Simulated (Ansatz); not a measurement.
Run report: Ti, single-point calculation (part 2 of 2)

Continued. System: Ti (slab, 16 atoms in the cell). Method: DFT, PBE, plane waves, PAW, PAW set soft_1, no spin polarisation (Ansatz 0.2.0); cutoff 420 eV, 4×4×1 k-mesh, Gaussian smearing of 0.1 eV. The structure derives from an entry of the Crystallography Open Database.

**What the program printed, continued**
```
SCF iter  47: F=—  HF=-39984.746387 eV  |F-HF|=—  |Δ(HF+E_count)|=   7.49e-8  Δρ=6.89e-6  dr2=3.93e-6  ethr=1.06e-9  p=-0.002 e·Å  D=-4.82e-4 V/Å  ΔV_dip=0.01 eV  dr2_dipole=1.44e-6  V_vac-E_F(+/−)=3.25/3.24 eV  ⟨swp⟩=2.0  Hψ=1294  notcnv=0  defer=22  κ⁻¹=9.3e-4(r=8)
SCF iter  48: F=—  HF=-39984.746388 eV  |F-HF|=—  |Δ(HF+E_count)|=   4.34e-8  Δρ=4.98e-6  dr2=6.14e-7  ethr=1.06e-9  p=-0.002 e·Å  D=-4.77e-4 V/Å  ΔV_dip=0.01 eV  dr2_dipole=1.30e-10  V_vac-E_F(+/−)=3.25/3.24 eV  ⟨swp⟩=1.6  Hψ=1193  notcnv=0  defer=22  κ⁻¹=1.8e-3(r=8)
SCF iter  49: F=—  HF=-39984.746387 eV  |F-HF|=—  |Δ(HF+E_count)|=   5.21e-8  Δρ=7.17e-6  dr2=2.56e-6  ethr=3.20e-10  p=-0.002 e·Å  D=-4.68e-4 V/Å  ΔV_dip=0.01 eV  dr2_dipole=6.61e-7  V_vac-E_F(+/−)=3.25/3.24 eV  ⟨swp⟩=2.9  Hψ=1499  notcnv=0  defer=22  κ⁻¹=2.1e-3(r=8)
SCF iter  50: F=—  HF=-39984.746387 eV  |F-HF|=—  |Δ(HF+E_count)|=   2.42e-8  Δρ=3.37e-6  dr2=3.09e-7  ethr=3.20e-10  p=-0.002 e·Å  D=-4.75e-4 V/Å  ΔV_dip=0.01 eV  dr2_dipole=3.33e-10  V_vac-E_F(+/−)=3.25/3.24 eV  ⟨swp⟩=2.2  Hψ=1387  notcnv=0  defer=22  κ⁻¹=4.6e-4(r=8)
SCF iter  51: F=—  HF=-39984.746388 eV  |F-HF|=—  |Δ(HF+E_count)|=   6.95e-8  Δρ=3.43e-6  dr2=3.46e-7  ethr=1.61e-10  p=-0.002 e·Å  D=-4.78e-4 V/Å  ΔV_dip=0.01 eV  dr2_dipole=1.58e-9  V_vac-E_F(+/−)=3.25/3.24 eV  ⟨swp⟩=2.5  Hψ=1465  notcnv=0  defer=22  κ⁻¹=9.0e-4(r=8)
SCF iter  52: F=-39984.746388 eV  HF=-39984.746388 eV  |F-HF|=1.25e-8  |Δ(HF+E_count)|=   1.61e-8  Δρ=1.67e-6  dr2=6.39e-8  ethr=5.21e-11  p=-0.002 e·Å  D=-4.78e-4 V/Å  ΔV_dip=0.01 eV  dr2_dipole=4.72e-10  V_vac-E_F(+/−)=3.25/3.24 eV  ⟨swp⟩=26.6  Hψ=7279  notcnv=0
SCF 1 converged in 52 iterations: F = -39984.746388 eV  dr2 = 6.39e-8
  greatest PAW one-centre occupation: 0.999 electrons in one spin orbital (limit 2), on the Ti atom at site 0 (counted from 0), in its partial waves of l = 0
```

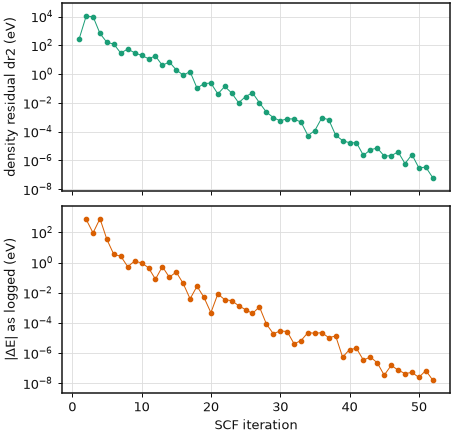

**Figure 1.** Convergence of the self-consistent field: density residual dr2 and size of the energy change against the SCF iteration. The residual falls unevenly and jumps up by a factor of two or more 8 times on the way down.

```
SCF converged after 52 iterations
Stability not checked: this state was not tested for a lower state beside it, because the mixer in use, unlike msr1, does not test its closes by its own steps (another_mixer; see scf.mixing.algorithm and scf.lower_state_search)
Free energy (F): -39984.746388 eV
Harris-Foulkes:  -39984.746388 eV  (|F-HF|=1.25e-8)
Internal energy: -39984.591874 eV  (E = F + TS)
E sigma→0 (E₀):  -39984.669131 eV
Entropy (-TS):   -0.154513 eV (-9.657 meV/atom)
Fermi energy:    2.175586 eV
Dipole field:    D = -0.000464 V/Å  (p = -0.002193 e·Å, saw-weighted, corrected)
Work function:   Φ+ = 3.2540 eV   Φ− = 3.2447 eV
Levels:          The Fermi level and band energies are counted from a zero that moves with the ramp; work functions are not
--- Per-component energies (eV) ---
  E_band       = -4631.273500
  E_kinetic    = 4486.779172
  E_local      = -141889.110199  (includes V_loc(G=0)·N_el)
  E_nonlocal   = 976.023549
  E_hartree    = 68445.619217
  E_xc         = -1844.660651
  E_vxc        = -2308.360972  (∫ρ·V_xc dr)
  E_paw        = -16678.199219  (= ΣΔE_a)
  E_vpaw       = -2787.846401  (= ΣTr[D̂ρ^β])
  E_aug_tail   = -0.001218  (compensation charges beyond the density's cutoff)
  E_efield     = 0.000001  (sawtooth field / dipole correction)
  E_vefield    = 0.002578  (∫n·V_field dr)
  E_ewald      = 46518.957475
  E_smearing   = -0.154513  (= −TS)
  E_closure    = 0.000000  (closes the sum)
  Σ components = -39984.746388   (vs F -39984.746388, Δ=0.00e0)
--- Forces (eV/Å), atoms counted from 1 ---
  atom   1  Ti     0.00000768    -0.00003676     0.57052237
  atom   2  Ti     0.00000789     0.00003669     0.57051754
  atom   3  Ti    -0.00000763    -0.00003675     0.57053878
  atom   4  Ti    -0.00000760     0.00003668     0.57055115
  atom   5  Ti    -0.00007516    -0.00001139    -0.53129443
  atom   6  Ti    -0.00007518     0.00001142    -0.53123141
  atom   7  Ti     0.00007503    -0.00001161    -0.53126520
  atom   8  Ti     0.00007520     0.00001159    -0.53126664
  atom   9  Ti     0.00000655     0.00002742     0.02823837
  atom  10  Ti     0.00000668    -0.00002734     0.02822885
  atom  11  Ti    -0.00000648     0.00002746     0.02824142
  atom  12  Ti    -0.00000679    -0.00002749     0.02823939
  atom  13  Ti    -0.00004061     0.00000503    -0.06750057
  atom  14  Ti    -0.00004066    -0.00000512    -0.06754414
  atom  15  Ti     0.00004059     0.00000479    -0.06753835
  atom  16  Ti     0.00004062    -0.00000500    -0.06751088
  max |Σ_I F_I| component: 7.38e-5 eV/Å
--- Band table (eV; the first three rows and the last of 10) ---
  k-point 0: bands = ["-54.8532", "-54.8391", "-54.8391", "-54.8292", "-54.7251", "-54.7076", "-54.7076", "-54.6975", "-54.1224", "-54.0821", "-54.0821", "-54.0714", "-53.9790", "-53.9790", "-53.9680", "-53.9471", "-31.2363", "-31.2363", "-31.2224", "-31.1851", "-31.1683", "-31.1683", "-31.1510", "-31.1510", "-31.1194", "-31.1194", "-31.0976", "-31.0610", "-31.0585", "-31.0585", "-31.0579", "-31.0579", "-31.0230", "-31.0230", "-30.9937", "-30.9937", "-30.9191", "-30.9191", "-30.8758", "-30.8758", "-30.5143", "-30.5143", "-30.5113", "-30.5113", "-30.4863", "-30.4826", "-30.4826", "-30.3756", "-30.3756", "-30.3753", "-30.3054", "-30.2936", "-30.2936", "-30.2057", "-30.1908", "-30.1908", "-30.1289", "-30.1289", "-30.1280", "-30.1280", "-30.1057", "-30.1057", "-30.0737", "-30.0737", "-3.0893", "-1.5286", "-0.2655", "-0.2655", "-0.2447", "-0.2447", "0.0413", "0.2511", "0.2570", "0.2611", "0.3181", "0.3181", "0.3184", "0.3266", "0.3266", "1.3011", "1.3036", "1.3378", "1.4870", "1.4870", "1.7922", "1.7922", "1.8070", "1.8070", "1.8186", "1.8186", "1.9611", "1.9611", "2.0040", "2.0040", "2.0414", "2.0414", "2.3789", "2.4935", "2.5331", "2.5331", "2.5353", "2.5353", "2.8728", "2.9497", "2.9497", "2.9699", "2.9699", "3.0884", "3.0884", "3.2089", "3.2158", "3.2158", "3.3748", "3.3748", "3.6668", "3.6668"]
  k-point 1: bands = ["-54.8511", "-54.8412", "-54.8377", "-54.8307", "-54.7226", "-54.7102", "-54.7061", "-54.6990", "-54.1175", "-54.0895", "-54.0806", "-54.0730", "-53.9774", "-53.9728", "-53.9696", "-53.9507", "-31.2339", "-31.2297", "-31.2240", "-31.1957", "-31.1614", "-31.1497", "-31.1490", "-31.1254", "-31.1164", "-31.1133", "-31.1012", "-31.0832", "-31.0560", "-31.0559", "-31.0435", "-31.0390", "-31.0231", "-31.0186", "-31.0165", "-30.9980", "-30.9418", "-30.9129", "-30.9023", "-30.8823", "-30.5225", "-30.5218", "-30.5104", "-30.5030", "-30.4887", "-30.4785", "-30.4750", "-30.4088", "-30.3685", "-30.3616", "-30.3155", "-30.3054", "-30.2789", "-30.1982", "-30.1818", "-30.1637", "-30.1337", "-30.1288", "-30.1255", "-30.1224", "-30.1102", "-30.1072", "-30.0878", "-30.0858", "-2.8323", "-1.3167", "-1.1116", "-0.2208", "-0.0667", "-0.0542", "0.1631", "0.3006", "0.3147", "0.3161", "0.3498", "0.4717", "0.4995", "0.5010", "0.5252", "1.3438", "1.3460", "1.3496", "1.3592", "1.3779", "1.4169", "1.6670", "1.6842", "1.8002", "1.8403", "1.8883", "1.8968", "1.9188", "2.0003", "2.0620", "2.0802", "2.1396", "2.2342", "2.3625", "2.4420", "2.4593", "2.5684", "2.6202", "2.7425", "2.7857", "2.9917", "3.0172", "3.0309", "3.0656", "3.1175", "3.1798", "3.2063", "3.2218", "3.3194", "3.3554", "3.3555", "3.4320"]
  k-point 2: bands = ["-54.8462", "-54.8461", "-54.8342", "-54.8342", "-54.7164", "-54.7164", "-54.7026", "-54.7025", "-54.1047", "-54.1047", "-54.0768", "-54.0768", "-53.9735", "-53.9735", "-53.9606", "-53.9606", "-31.2285", "-31.2285", "-31.2135", "-31.2135", "-31.1504", "-31.1504", "-31.1142", "-31.1142", "-31.1045", "-31.1045", "-31.0895", "-31.0895", "-31.0708", "-31.0708", "-31.0535", "-31.0535", "-31.0083", "-31.0083", "-30.9920", "-30.9920", "-30.9635", "-30.9635", "-30.8977", "-30.8977", "-30.5307", "-30.5307", "-30.5020", "-30.5020", "-30.4753", "-30.4753", "-30.4586", "-30.4586", "-30.3475", "-30.3475", "-30.3326", "-30.3326", "-30.2306", "-30.2305", "-30.1486", "-30.1486", "-30.1209", "-30.1209", "-30.1191", "-30.1191", "-30.1138", "-30.1138", "-30.1129", "-30.1129", "-2.1133", "-2.1133", "-0.7714", "-0.7714", "0.2934", "0.2934", "0.3037", "0.3037", "0.3067", "0.3067", "0.5172", "0.5172", "0.8805", "0.8805", "0.8815", "0.8815", "0.9556", "0.9556", "1.5078", "1.5078", "1.5099", "1.5099", "1.6648", "1.6648", "1.7159", "1.7159", "1.7462", "1.7462", "2.1190", "2.1190", "2.2541", "2.2541", "2.3452", "2.3452", "2.4103", "2.4103", "2.4532", "2.4532", "2.5156", "2.5156", "2.9647", "2.9647", "2.9886", "2.9886", "3.0766", "3.0766", "3.2176", "3.2176", "3.2968", "3.2968", "3.4093", "3.4093"]
  k-point 9: bands = ["-54.8402", "-54.8402", "-54.8402", "-54.8402", "-54.7095", "-54.7095", "-54.7095", "-54.7094", "-54.0917", "-54.0917", "-54.0916", "-54.0916", "-53.9662", "-53.9662", "-53.9662", "-53.9661", "-31.2194", "-31.2194", "-31.2194", "-31.2193", "-31.1079", "-31.1079", "-31.1079", "-31.1079", "-31.0859", "-31.0859", "-31.0859", "-31.0859", "-31.0735", "-31.0735", "-31.0735", "-31.0735", "-30.9882", "-30.9882", "-30.9881", "-30.9881", "-30.9701", "-30.9701", "-30.9701", "-30.9701", "-30.5071", "-30.5071", "-30.5071", "-30.5071", "-30.4455", "-30.4455", "-30.4455", "-30.4455", "-30.3819", "-30.3819", "-30.3819", "-30.3819", "-30.1915", "-30.1915", "-30.1914", "-30.1914", "-30.1295", "-30.1294", "-30.1294", "-30.1294", "-30.0904", "-30.0904", "-30.0904", "-30.0904", "-1.2541", "-1.2541", "-1.2541", "-1.2541", "0.0650", "0.0650", "0.0650", "0.0650", "1.0215", "1.0215", "1.0215", "1.0215", "1.0648", "1.0648", "1.0648", "1.0649", "1.1448", "1.1448", "1.1448", "1.1448", "1.4659", "1.4659", "1.4659", "1.4659", "1.5789", "1.5789", "1.5789", "1.5789", "2.0276", "2.0276", "2.0276", "2.0276", "2.1469", "2.1469", "2.1469", "2.1469", "2.3669", "2.3669", "2.3669", "2.3669", "2.8201", "2.8201", "2.8201", "2.8201", "2.9409", "2.9409", "2.9409", "2.9409", "3.0482", "3.0482", "3.0482", "3.0482"]
```

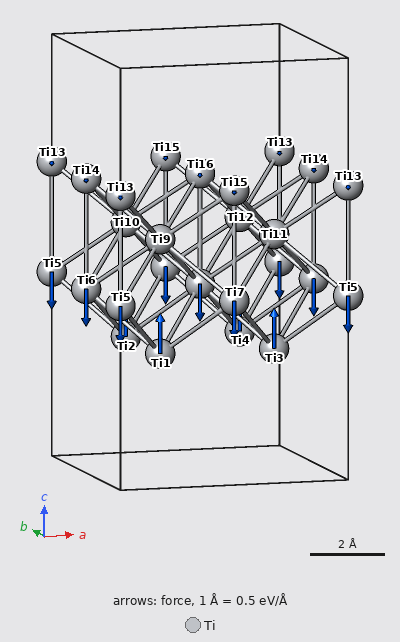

**Figure 2.** Forces on the atoms as blue arrows (ball-and-stick view of the cell of the calculation, with the vacuum cut short, seen slightly off an axis; atoms are numbered from 1 in the order of the input); the smallest are left out. The largest act on Ti1, Ti2, Ti3, Ti4 (0.57 eV/Å); Ti5, Ti6, Ti7, Ti8 (0.53 eV/Å). The geometry is not a stationary point of this energy.

The run was set up as follows.

**The input**
```yaml
crystal:
  lattice:
    - [6.5106718526, 0.0, 0.0]
    - [0.0, 6.5106718526, 0.0]
    - [0.0, 0.0, 20.1793674177]
  atoms:
    - { symbol: Ti, position: [0.25, 0.25, 0.1982222692] }
    - { symbol: Ti, position: [0.25, 0.75, 0.1982222692] }
    - { symbol: Ti, position: [0.75, 0.25, 0.1982222692] }
    - { symbol: Ti, position: [0.75, 0.75, 0.1982222692] }
    - { symbol: Ti, position: [0.0, 0.0, 0.2788822785] }
    - { symbol: Ti, position: [0.0, 0.5, 0.2788822785] }
    - { symbol: Ti, position: [0.5, 0.0, 0.2788822785] }
    - { symbol: Ti, position: [0.5, 0.5, 0.2788822785] }
    - { symbol: Ti, position: [0.25, 0.25, 0.3551865279] }
    - { symbol: Ti, position: [0.25, 0.75, 0.3551865279] }
    - { symbol: Ti, position: [0.75, 0.25, 0.3551865279] }
    - { symbol: Ti, position: [0.75, 0.75, 0.3551865279] }
    - { symbol: Ti, position: [0.0, 0.0, 0.4301109761] }
    - { symbol: Ti, position: [0.0, 0.5, 0.4301109761] }
    - { symbol: Ti, position: [0.5, 0.0, 0.4301109761] }
    - { symbol: Ti, position: [0.5, 0.5, 0.4301109761] }
  symmetry: { detect: false }
basis:
  ecutwfc: 420
kpoints:
  mp_grid: { grid: [4, 4, 1] }
hamiltonian:
  xc: pbe
  pseudopotentials: { kind: paw, azcp: { folder: soft_1 } }
scf:
  occupations: { method: gaussian, width: 0.1 }
  mixing: { preconditioner: none }
output:
  forces: true
  eigenvalues: true
efield:
  axis: 3
  dipole_correction: true
  ramp_width: 0.04
```

Command:
```bash
ansatz run input.yaml --threads 4 --pin off --max-ram 12288MiB --backend cpu --events-out ev --progress --plain --runs-dir out
```

**Summary**

- outcome: converged
- electrons treated: 192
- free energy: −39984.7464 eV
- Fermi energy: 2.176 eV
- gap on the k-point mesh: none (metallic)
- largest force (length of the vector): 0.571 eV/Å
- hardware: 4 threads of Arm Neoverse V2, 24 GiB of memory available, shared host
- wall time: 2.3 min (CPU time 8.7 min)
- peak memory: 2.2 GiB

**Notes**

Settings chosen away from the usual ones: scf.mixing.preconditioner set to none; crystal.symmetry set to {"detect": false}.
